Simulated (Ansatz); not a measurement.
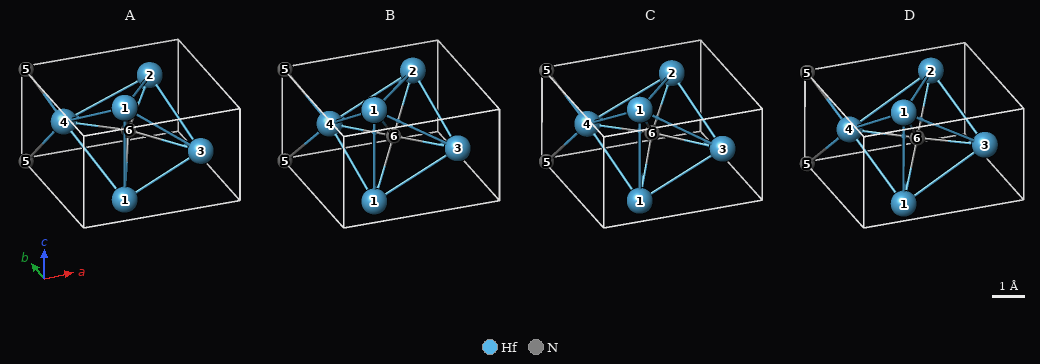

4 geometries from one relaxation of crystalline Hf$_{2}$N (set up in P1), in shuffled order. The picture is a ball-and-stick view of the cell of the calculation, seen from a free direction.

Case: cure: more steps.

Computed with Ansatz 0.2.0, DFT PBEsol, scalar-relativistic, plane waves, PAW. (plane-wave cutoff 420 eV; k-point mesh 4 × 4 × 6; occupations gaussian; smearing width 0.1 eV; no spin polarisation; cell and atoms relaxed; force threshold 0.005 eV/Å; at most 100 steps)

> Put them in the order of the run, from the start to the converged end.

A, C, D, B. They are steps 0, 1, 2, 9, at +323 meV per atom, +66.5 meV per atom, +12.6 meV per atom relative to the last. The atom that moves furthest relative to the cell is Hf1 (0.33 Å roughly along [−3 1 −1]). Largest moves by element: Hf 0.33 Å, N 0.24 Å. The volume changes by −1.2 %, with a 5.313 → 5.297 Å (−0.3 %), b 5.313 → 5.296 Å (−0.3 %), c 3.242 → 3.225 Å (−0.5 %). Among the contacts that change: Hf1–Hf2 3.474 → 3.804 Å, Hf3–N6 2.527 → 2.208 Å, Hf1–Hf3 3.437 → 3.137 Å, Hf2–Hf3 3.419 → 3.137 Å. Among the angles between lasting bonds that change: Hf1–N6–Hf2 161.8° → 180.0°, Hf1–N6–Hf3 73.5° → 90.0°, Hf1–N6–Hf2 165.0° → 180.0°. The space group (tolerance 0.01 Å) goes from P1 (No. 1) to P4_2/mnm (No. 136). After 7 accepted moves (9 points after the start) the energy has fallen by 323 meV per atom. Largest force component: 3.5 eV/Å at the start, 0.0042 eV/Å at the end. The pressure goes from 9.04 to −0.03 GPa. The line search rejected the trial step at point 6 of the run. The SCF was repeated once at an unchanged geometry on a basis and grid sized afresh for the cell, which shifted the energy by 0.3 meV per atom at most.
